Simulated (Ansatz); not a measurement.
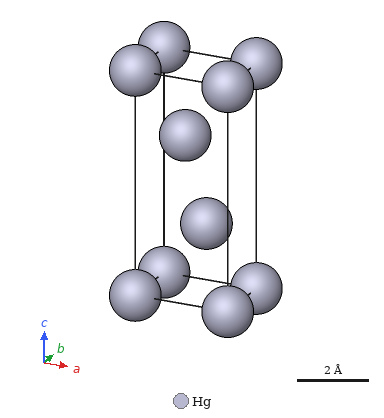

Crystal structure, spheres-only style, seen slightly off an axis. One conventional unit cell is framed, with atoms on its boundary repeated.

Cell parameters: a = 3.580 Å, b = 3.580 Å, c = 6.482 Å, α = 90.00°, β = 90.00°, γ = 120.00°.

**How many atoms count towards one cell?**

3 (mercury), counting shared atoms by their share.

**To which lattice type does it belong?**

Rhombohedral (trigonal R) lattice; the crystal system is trigonal.

**Which of the 230 space groups is it?**

R-3m (No. 166), with Hg on 3a.

Its origin is a structure type known for this element. Earlier steps of the study may have refined or changed the cell and positions. It went into a calculation with Ansatz.
